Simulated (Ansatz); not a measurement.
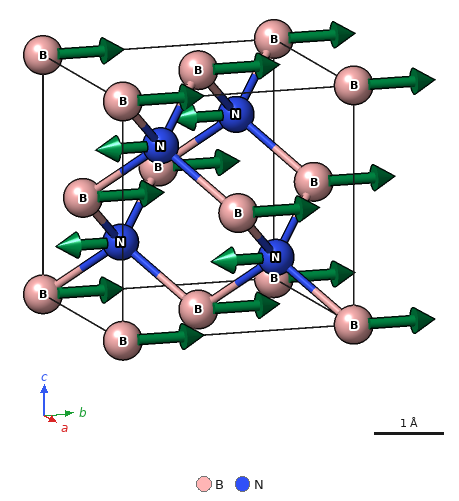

One vibrational mode of a crystal of BN relaxed at 12 GPa at the zone centre. The green arrows are the displacements of the atoms (eigenvector over the root of the mass), of arbitrary overall length and sign. A ball-and-stick model of the conventional cell (4 times the calculation's cell), seen slightly off an axis. Lengths and directions refer to the drawn axes.

Method: DFT PBE, scalar-relativistic, plane waves, PAW in Ansatz 0.2.0. Set-up: plane-wave cutoff 420 eV; k-point mesh 12 × 12 × 12; occupations fixed; target pressure 12 GPa; no spin polarisation.

Frequencies are those without the non-analytic (LO–TO) term.

Question: Give the symmetry, activity and frequency of this mode.

Answer: This is the T₂ mode (triply degenerate; one member of the set is drawn) at 1066 cm⁻¹, the only optical level, infrared- and Raman-active by symmetry. The B sublattice moves against the N sublattice, along b; the kinetic energy is shared as B 56 %, N 44 %. Its infrared intensity is 41 (D/Å)²/amu for the set. The value is the transverse one; the longitudinal partner lies at 1299 cm⁻¹.
